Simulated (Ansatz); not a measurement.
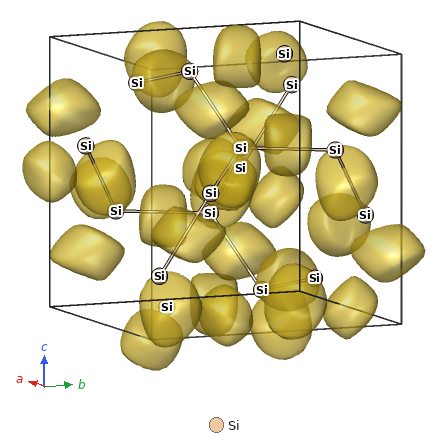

Figure. Si. Isosurface of the electron localisation function at 0.7 (yellow), seen at an oblique angle. Core shells and regions of very low density are left out. Sticks mark near contacts.

Space group Ibca; not relaxed (largest force 0.8 eV/Å); computed pressure about 10 GPa in this cell; PAW files of the earlier set (soft_1).

The calculation used DFT PBEsol, scalar-relativistic, plane waves, PAW (Ansatz).

Core electrons are frozen (PAW), and the valence fields are smoothed inside the atomic spheres.

Question: Describe the localisation domains.

Answer: The surface consists of 32 regions between bonded Si–Si atoms, counted in one cell of 16 atoms. Any copies at cell faces, edges or corners count once. Profiles from the grid: Si–Si (2.25 Å): the ELF peaks at about 0.95 between the atoms. Si–Si (2.31 Å): the ELF peaks at about 0.95 between the atoms.

Question: Metal or insulator at this level of theory?

Answer: It is metallic or semimetallic at this level of theory: no gap opens.
